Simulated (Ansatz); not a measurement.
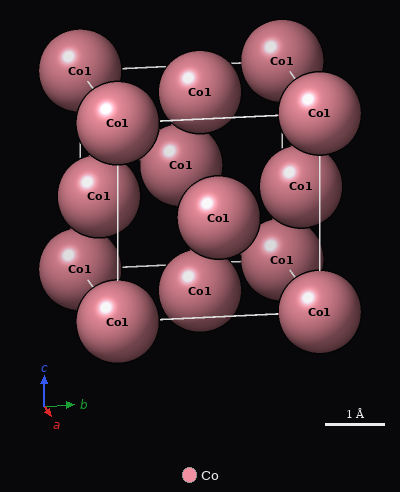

The structure as given in the input (spheres-only view of the cell 4 times as large as that of the calculation, set on its symmetry axes, seen slightly off an axis; atoms are numbered from 1 in the order of the input).

# Two runs on Co

System: Co (1 atom in the cell).
Method of run A: DFT PBE, scalar-relativistic, plane waves, PAW, spin-polarised (Ansatz 0.2.0).

The structure was built on a prototype by a generator; it need not be a known phase. Text and figures count atoms from 1; the logs count them from 0 in places.

### Input, run A
```yaml
crystal:
  lattice:
    - [0.0, 1.7605739212, 1.7605739212]
    - [1.7605739212, 0.0, 1.7605739212]
    - [1.7605739212, 1.7605739212, 0.0]
  atoms:
    - { symbol: Co, position: [0.0, 0.0, 0.0], spin: 1.98 }
basis:
  ecutwfc: 420
  ecutrho_ratio: 4
kpoints:
  mp_grid: { grid: [10, 10, 10] }
hamiltonian:
  xc: pbe
scf:
  occupations: { method: gaussian, width: 0.05 }
output:
  forces: true
  stress: true
  eigenvalues: true
  populations: true
magnetization:
  spin_polarized: true
```

Hardware: 4 threads of an x86-64 CPU, shared host.

### Output, shortened to warnings, some set-up lines, iterations and results (run A)
```
Basis set: ecut = 420 eV, 181 PW (Γ), exchange–correlation on 36×36×36 points (8 copies of the dense FFT grid, shifted against one another)
Symmetry: 48 space group operations
k-points: 47 of 1000
Initial density: superposition of atomic densities (chi_scale 0.1, normalization cell)
[...]
SCF iter   1: F=—  HF=-5125.894796 eV  |F-HF|=—  |Δ(HF+E_count)|=         —  Δρ=9.02e-2 (↑6.02e-2 ↓9.02e-2)  dr2=1.39e0  dr2_m=3.80e-2  M=1.746 μB ∫|m|=1.822 μB  β_m=0.30  …
SCF iter   2: F=—  HF=-5125.364929 eV  |F-HF|=—  |Δ(HF+E_count)|=   5.30e-1  Δρ=4.18e-2 (↑4.18e-2 ↓1.40e-2)  dr2=1.22e-1  dr2_m=3.38e-2  M=1.746 μB ∫|m|=1.834 μB  β_m=0.27  …
SCF iter   3: F=—  HF=-5125.618890 eV  |F-HF|=—  |Δ(HF+E_count)|=   2.54e-1  Δρ=2.11e-2 (↑2.11e-2 ↓1.09e-2)  dr2=1.08e-2  dr2_m=2.18e-2  M=1.746 μB ∫|m|=1.839 μB  β_m=0.62  …
SCF iter   4: F=—  HF=-5126.106865 eV  |F-HF|=—  |Δ(HF+E_count)|=   4.88e-1  Δρ=1.50e-2 (↑1.50e-2 ↓8.04e-3)  dr2=3.49e-2  dr2_m=1.64e-3  M=1.734 μB ∫|m|=1.860 μB  β_m=0.81  …
SCF iter   5: F=—  HF=-5126.142340 eV  |F-HF|=—  |Δ(HF+E_count)|=   3.55e-2  Δρ=1.88e-3 (↑1.88e-3 ↓8.54e-4)  dr2=4.28e-4  dr2_m=3.64e-5  M=1.731 μB ∫|m|=1.868 μB  β_m=0.74  …
SCF iter   6: F=—  HF=-5126.142242 eV  |F-HF|=—  |Δ(HF+E_count)|=   9.76e-5  Δρ=2.70e-4 (↑1.63e-4 ↓2.70e-4)  dr2=7.53e-6  dr2_m=2.25e-6  M=1.731 μB ∫|m|=1.868 μB  β_m=0.87  …
SCF iter   7: F=—  HF=-5126.142259 eV  |F-HF|=—  |Δ(HF+E_count)|=   1.67e-5  Δρ=5.47e-5 (↑5.47e-5 ↓2.00e-5)  dr2=1.98e-7  dr2_m=1.04e-7  M=1.731 μB ∫|m|=1.868 μB  β_m=0.84  …
SCF iter   8: F=—  HF=-5126.142259 eV  |F-HF|=—  |Δ(HF+E_count)|=   1.37e-9  Δρ=1.23e-5 (↑1.23e-5 ↓9.77e-6)  dr2=2.84e-8  dr2_m=9.45e-10  M=1.731 μB ∫|m|=1.868 μB  β_m=0.92  …
SCF iter   9: F=-5126.142259 eV  HF=-5126.142259 eV  |F-HF|=4.73e-11  |Δ(HF+E_count)|=   3.45e-9  Δρ=2.21e-6 (↑1.39e-6 ↓2.21e-6)  dr2=2.99e-10  dr2_m=1.23e-10  M=1.731 μB …
SCF 1 converged in 9 iterations: F = -5126.142259 eV  dr2 = 2.99e-10
SCF converged after 9 iterations
Magnetization: 1.7313 μB (9.3656 up, 7.6344 down)
Absolute magnetization: 1.8684 μB (∫|ρ↑−ρ↓|, with the PAW one-centre terms)
Spin contamination: 0.0256 ħ² per cell (⟨S²⟩ above its minimum at these occupations)
Per-site moments (μB) at R_I (Å): [(1.7945124683485645, 1.0270538507300861)]
Free energy (F): -5126.142259 eV
Harris-Foulkes:  -5126.142259 eV  (|F-HF|=4.73e-11)
Internal energy: -5126.140689 eV  (E = F + TS)
E sigma→0 (E₀):  -5126.141474 eV
Entropy (-TS):   -0.001570 eV (-1.570 meV/atom)
Fermi energy:    18.661565 eV
--- Per-component energies (eV) ---
  E_band       = -246.335706
  E_kinetic    = 453.346449
  E_local      = -2840.088824  (includes V_loc(G=0)·N_el)
  E_nonlocal   = 454.090959
  E_hartree    = 1189.893845
  E_xc         = -158.967221
  E_vxc        = -205.132908  (∫ρ·V_xc dr)
  E_paw        = -1515.087524  (= ΣΔE_a)
  E_vpaw       = -488.340273  (= ΣTr[D̂ρ^β])
  E_aug_tail   = 0.000107  (compensation charges beyond the density's cutoff)
  E_ewald      = -2709.328479
  E_smearing   = -0.001570  (= −TS)
  E_closure    = 0.000000  (closes the sum)
  Σ components = -5126.142259   (vs F -5126.142259, Δ=0.00e0)
--- Forces (eV/Å), atoms counted from 1 ---
  atom   1  Co    -0.00000000     0.00000000     0.00000000
  max |Σ_I F_I| component: 2.47e-31 eV/Å
--- Stress (GPa, compression-positive) ---
        1.180569       0.000000       0.000000
        0.000000       1.180569       0.000000
        0.000000      -0.000000       1.180569
  P = ⅓ Tr σ = 1.1806 GPa (11.806 kbar)
--- Löwdin populations: 1 site ---
  site symbol       q [e]    m [muB]
     0     Co     16.7729     1.7944
  spilling = 0.013356 (of n_electrons = 17.000000)
```

For run B the input was changed thus:
```diff
-    - [0.0, 1.7605739212, 1.7605739212]
-    - [1.7605739212, 0.0, 1.7605739212]
-    - [1.7605739212, 1.7605739212, 0.0]
+    - [0.0, 1.7708472648, 1.7708472648]
+    - [1.7708472648, 0.0, 1.7708472648]
+    - [1.7708472648, 1.7708472648, 0.0]
-    - { symbol: Co, position: [0.0, 0.0, 0.0], spin: 1.98 }
+    - { symbol: Co, position: [0.0, 0.0, 0.0], spin: 1.5 }
```

How does run B compare with run A?

With the same functional and potentials, run B lies 0.9 meV per atom higher. The pressure goes from 1.18 to −2.60 GPa. The volume per atom goes from 10.91 to 11.11 Å³. The number of SCF iterations is the same. The plane waves at Γ go from 181 to 229.

### Output, shortened to warnings, some set-up lines, iterations and results (run B)
```
Basis set: ecut = 420 eV, 229 PW (Γ), exchange–correlation on 36×36×36 points (8 copies of the dense FFT grid, shifted against one another)
Symmetry: 48 space group operations
k-points: 47 of 1000
Initial density: superposition of atomic densities (chi_scale 0.1, normalization cell)
[...]
SCF iter   1: F=—  HF=-5125.935576 eV  |F-HF|=—  |Δ(HF+E_count)|=         —  Δρ=1.50e-1 (↑1.43e-2 ↓1.50e-1)  dr2=1.33e0  dr2_m=6.24e-1  M=1.746 μB ∫|m|=1.823 μB  β_m=0.30  …
SCF iter   2: F=—  HF=-5125.410149 eV  |F-HF|=—  |Δ(HF+E_count)|=   5.25e-1  Δρ=8.44e-2 (↑8.44e-2 ↓3.78e-2)  dr2=1.21e-1  dr2_m=3.74e-1  M=1.746 μB ∫|m|=1.836 μB  β_m=0.32  …
SCF iter   3: F=—  HF=-5125.761468 eV  |F-HF|=—  |Δ(HF+E_count)|=   3.51e-1  Δρ=4.34e-2 (↑4.34e-2 ↓4.13e-2)  dr2=1.69e-3  dr2_m=1.81e-1  M=1.746 μB ∫|m|=1.846 μB  β_m=0.53  …
SCF iter   4: F=—  HF=-5126.052937 eV  |F-HF|=—  |Δ(HF+E_count)|=   2.91e-1  Δρ=2.66e-2 (↑2.66e-2 ↓9.30e-3)  dr2=1.93e-2  dr2_m=3.21e-2  M=1.734 μB ∫|m|=1.859 μB  β_m=0.63  …
SCF iter   5: F=—  HF=-5126.136196 eV  |F-HF|=—  |Δ(HF+E_count)|=   8.33e-2  Δρ=7.04e-3 (↑7.04e-3 ↓2.32e-3)  dr2=1.59e-3  dr2_m=2.14e-3  M=1.734 μB ∫|m|=1.872 μB  β_m=0.73  …
SCF iter   6: F=—  HF=-5126.141380 eV  |F-HF|=—  |Δ(HF+E_count)|=   5.18e-3  Δρ=4.94e-4 (↑4.94e-4 ↓4.47e-4)  dr2=3.26e-7  dr2_m=2.22e-5  M=1.734 μB ∫|m|=1.876 μB  β_m=0.83  …
SCF iter   7: F=—  HF=-5126.141402 eV  |F-HF|=—  |Δ(HF+E_count)|=   2.13e-5  Δρ=1.08e-4 (↑1.04e-4 ↓1.08e-4)  dr2=2.56e-6  dr2_m=3.84e-8  M=1.734 μB ∫|m|=1.876 μB  β_m=0.92  …
SCF iter   8: F=—  HF=-5126.141401 eV  |F-HF|=—  |Δ(HF+E_count)|=   3.21e-7  Δρ=1.25e-5 (↑8.29e-6 ↓1.25e-5)  dr2=1.50e-8  dr2_m=2.76e-9  M=1.734 μB ∫|m|=1.876 μB  β_m=0.96  …
SCF iter   9: F=-5126.141401 eV  HF=-5126.141401 eV  |F-HF|=1.00e-8  |Δ(HF+E_count)|=   6.30e-9  Δρ=7.31e-6 (↑7.31e-6 ↓6.74e-6)  dr2=1.31e-8  dr2_m=5.71e-11  M=1.734 μB …
SCF 1 converged in 9 iterations: F = -5126.141401 eV  dr2 = 1.31e-8
SCF converged after 9 iterations
Magnetization: 1.7338 μB (9.3669 up, 7.6331 down)
Absolute magnetization: 1.8763 μB (∫|ρ↑−ρ↓|, with the PAW one-centre terms)
Spin contamination: 0.0267 ħ² per cell (⟨S²⟩ above its minimum at these occupations)
Per-site moments (μB) at R_I (Å): [(1.7994521721752448, 1.0330469402432272)]
Free energy (F): -5126.141401 eV
Harris-Foulkes:  -5126.141401 eV  (|F-HF|=1.00e-8)
Internal energy: -5126.139883 eV  (E = F + TS)
E sigma→0 (E₀):  -5126.140642 eV
Entropy (-TS):   -0.001518 eV (-1.518 meV/atom)
Fermi energy:    18.283041 eV
--- Per-component energies (eV) ---
  E_band       = -252.510922
  E_kinetic    = 452.811957
  E_local      = -2864.994458  (includes V_loc(G=0)·N_el)
  E_nonlocal   = 454.153482
  E_hartree    = 1199.318518
  E_xc         = -158.766755
  E_vxc        = -204.859093  (∫ρ·V_xc dr)
  E_paw        = -1515.052022  (= ΣΔE_a)
  E_vpaw       = -488.251918  (= ΣTr[D̂ρ^β])
  E_aug_tail   = 0.000052  (compensation charges beyond the density's cutoff)
  E_ewald      = -2693.610657
  E_smearing   = -0.001518  (= −TS)
  E_closure    = -0.000000  (closes the sum)
  Σ components = -5126.141401   (vs F -5126.141401, Δ=0.00e0)
--- Forces (eV/Å), atoms counted from 1 ---
  atom   1  Co    -0.00000000     0.00000000     0.00000000
  max |Σ_I F_I| component: 1.56e-31 eV/Å
--- Stress (GPa, compression-positive) ---
       -2.595501       0.000000      -0.000000
        0.000000      -2.595501      -0.000000
       -0.000000       0.000000      -2.595501
  P = ⅓ Tr σ = -2.5955 GPa (-25.955 kbar)
--- Löwdin populations: 1 site ---
  site symbol       q [e]    m [muB]
     0     Co     16.7720     1.7986
  spilling = 0.013409 (of n_electrons = 17.000000)
```

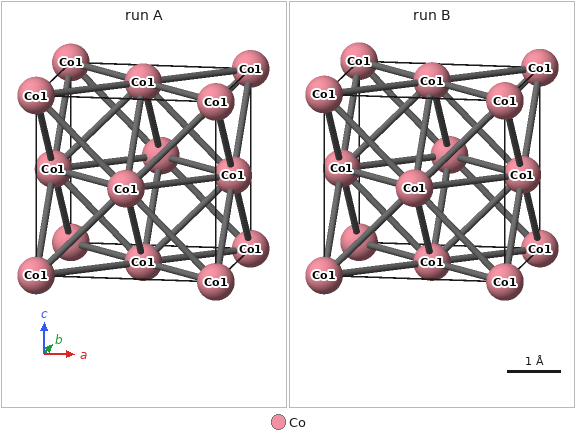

The two input geometries at one scale (ball-and-stick view of the cell 4 times as large as that of the calculation, set on its symmetry axes, seen slightly off an axis). The atoms keep their places relative to the cell (all moves are under 0.005 Å). The drawn cell changes as follows: a = b = c 3.521 → 3.542 Å (+0.6 %); the volume changes by +1.8 %. Among the contacts that change: Co1–Co1 2.490 → 2.504 Å.

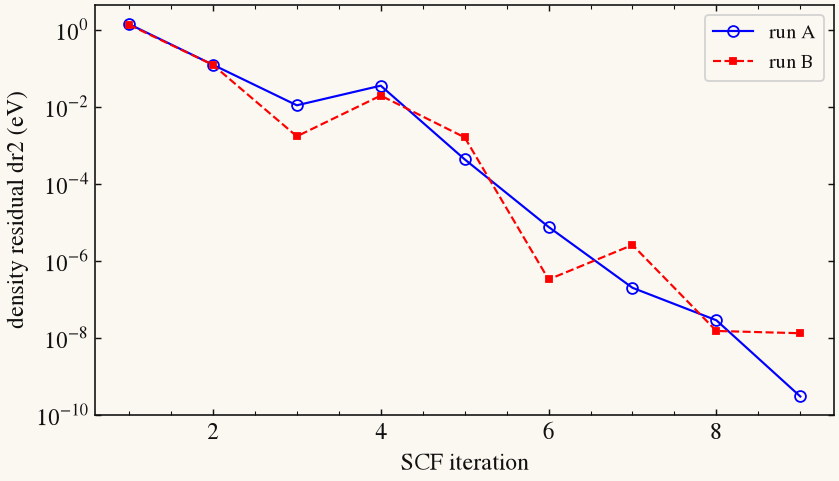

Convergence of the two runs: density residual dr2 against the SCF iteration. Run A takes 9 iterations in all, and run B takes 9.

### The two runs side by side

| quantity | run A | run B |
| --- | --- | --- |
| outcome | converged | converged |
| free energy per atom (eV) | −5126.1423 | −5126.1414 |
| energy per atom, smearing taken to zero (eV) | −5126.1415 | −5126.1406 |
| gap on the mesh (eV) | 0.00 | 0.00 |
| net moment of the cell (μB) | 1.73 | 1.73 |
| absolute moment of the cell (μB) | 1.87 | 1.88 |
| pressure (GPa) | 1.18 | −2.60 |
| volume per atom (Å³) | 10.91 | 11.11 |
| largest force (eV/Å) | 0.000 | 0.000 |
| SCF iterations | 9 | 9 |
| irreducible k-points | 47 | 47 |
| plane waves at Γ | 181 | 229 |
| wall time (shared host) | 0.64 s | 0.7 s |
